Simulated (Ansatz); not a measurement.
Nb6N5 and related structures: several calculations on one system

Part 1: Relaxation

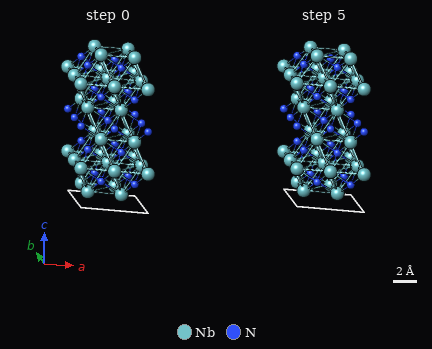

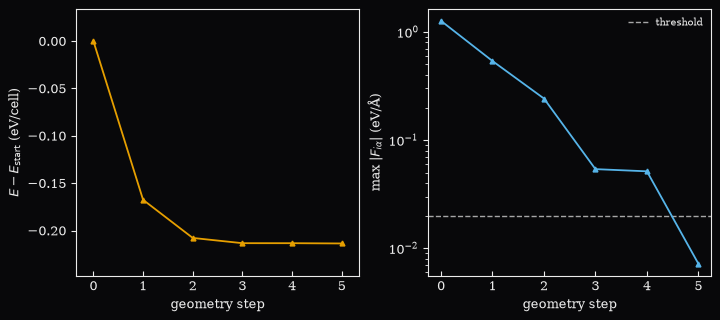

First and last geometry of a relaxation of a slab of composition Nb$_{6}$N$_{5}$ (cut from the Fm-3m phase), with the history of the run. A ball-and-stick model of the 2 × 2 repeat of the cell, outlined in the plane, without the vacuum, seen slightly off an axis.

Case: (1 1 1) slab, atoms relaxed. The slab is the (1 1 1) face of NbN.

Theory: DFT PBEsol, scalar-relativistic, plane waves, PAW in Ansatz.

The input:
```yaml
crystal:
  lattice:
    - [3.0974787951, 0.0, 0.0]
    - [-1.5487393975, 2.6824953242, 0.0]
    - [0.0, 0.0, 27.6454042283]
  atoms:
    - { symbol: Nb, position: [0.3333333333, 0.6666666667, 0.2712928318] }
    - { symbol: "N", position: [0.6666666667, 0.3333333333, 0.3170342655] }
    - { symbol: Nb, position: [0.0, 0.0, 0.3627756991] }
    - { symbol: "N", position: [0.3333333333, 0.6666666667, 0.4085171327] }
    - { symbol: Nb, position: [0.6666666667, 0.3333333333, 0.4542585664] }
    - { symbol: "N", position: [0.0, 0.0, 0.5] }
    - { symbol: Nb, position: [0.3333333333, 0.6666666667, 0.5457414336] }
    - { symbol: "N", position: [0.6666666667, 0.3333333333, 0.5914828673] }
    - { symbol: Nb, position: [0.0, 0.0, 0.6372243009] }
    - { symbol: "N", position: [0.3333333333, 0.6666666667, 0.6829657345] }
    - { symbol: Nb, position: [0.6666666667, 0.3333333333, 0.7287071682] }
basis:
  ecutwfc: 420
kpoints:
  mp_grid: { grid: [12, 12, 1] }
hamiltonian:
  xc: pbesol
scf:
  occupations: { method: gaussian, width: 0.1 }
output:
  forces: true
  eigenvalues: true
relax:
  adjacent_minimum: "off"
  f_tol: 0.02
  max_steps: 60
efield:
  axis: 3
  dipole_correction: true
  ramp_width: 0.04
```

Run as
```bash
ansatz run input.yaml --threads 1 --pin off --max-ram 2560MiB --backend cpu --events-out ev --progress --plain --runs-dir out
```

### Read the history and describe the run.

It converged. The largest moves relative to the layer's centre, 0.097 Å, are those of Nb1 and Nb11. Nb1 goes along the normal (+c). Largest moves by element: Nb 0.097 Å, N 0.062 Å. The lattice vectors keep their values. Among the contacts that change: Nb1–Nb3 3.097 → 2.984 Å, N10–Nb11 2.190 → 2.103 Å, Nb3–Nb5 3.097 → 3.129 Å, N4–Nb5 2.190 → 2.216 Å. Bond angles that change, for instance: Nb1–N2–Nb1 90.0° → 94.9°, Nb1–N2–Nb3 180.0° → 176.1°, Nb1–N2–Nb3 90.0° → 87.8°. After 5 geometry steps the energy has fallen by 0.214 eV per cell of the calculation. The largest force component goes from 1.3 to 0.0072 eV/Å.

Limits of the set-up: the cell has an odd number of electrons but was run without spin polarisation.

Part 2: Relaxation

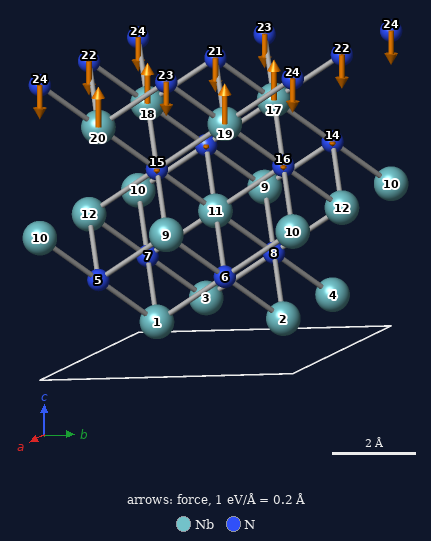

Starting geometry of a slab of composition NbN (cut from the Fm-3m phase) with the computed forces as orange arrows. Style: ball-and-stick. Shown: the cell of the calculation, outlined in the plane, without the vacuum (origin shifted), slightly off an axis.

Case: clean slab, lower planes held. The slab is the (1 1 1) face of NbN. 12 atoms are held fixed.

Level of theory: DFT PBE+D3(BJ), scalar-relativistic, plane waves, PAW (Ansatz). (plane-wave cutoff 420 eV; k-point mesh 4 × 4 × 1; occupations gaussian; smearing width 0.1 eV; no spin polarisation; dipole correction; atoms relaxed in a fixed cell; force threshold 0.03 eV/Å; at most 70 steps)

> Is this structure relaxed? If not, where do the atoms go?

It isn't relaxed: the largest force vector, on Nb atoms, is 5.05 eV/Å. The atoms end up moving mostly along the starting forces (cosine between the two patterns 0.94). The largest moves, 0.22 Å, are those of N atoms. Largest moves by element: N 0.22 Å, Nb 0.13 Å. The lattice vectors keep their values. Some distances before and after: N–Nb 2.192 → 2.007 Å, Nb–Nb 3.101 → 3.211 Å, N–Nb 2.192 → 2.279 Å. Among the angles between lasting bonds that change: N–Nb–N 180.0° → 168.7°, Nb–N–Nb 90.0° → 101.1°, N–Nb–N 90.0° → 101.1°. The energy falls by 3.509 eV per cell of the calculation in 4 geometry steps. The largest force component goes from 5 to 0.0038 eV/Å.

Part 3: A change

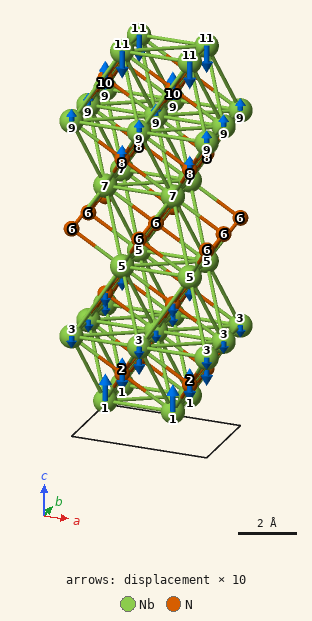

A (1 1 1) slab of NbN as cut from the relaxed bulk. The blue arrows show how the atoms are displaced, magnified 10 times. A ball-and-stick model of the 2 × 2 repeat of the cell, outlined in the plane, without the vacuum, seen slightly off an axis.

These are results of DFT PBEsol, scalar-relativistic, plane waves, PAW in Ansatz, not measurements. Settings: plane-wave cutoff 420 eV; occupations gaussian; smearing width 0.1 eV; no spin polarisation. The k-mesh is chosen for each cell (12×12×14, 12×12×1).

Question: What was done to the structure, and with what result?

Answer: The atoms of the slab are relaxed at the bulk's in-plane cell. The slab isn't stoichiometric; relaxing it gains 0.210 J/m². The top spacing, between the Nb and N planes, goes from 1.26 to 1.11 Å (−12.5 %), the bottom one (Nb to N) from 1.26 to 1.11 Å (−12.5 %). The work function of the top face goes from 4.93 to 4.90 eV. The cell stays as it was. The largest moves relative to the layer's centre, 0.097 Å, are those of Nb atoms. By element the largest moves are Nb 0.097 Å, N 0.062 Å. Near-neighbour distances before and after: Nb–Nb 3.097 → 2.984 to 3.129 Å, N–Nb 2.190 → 2.103 to 2.216 Å.
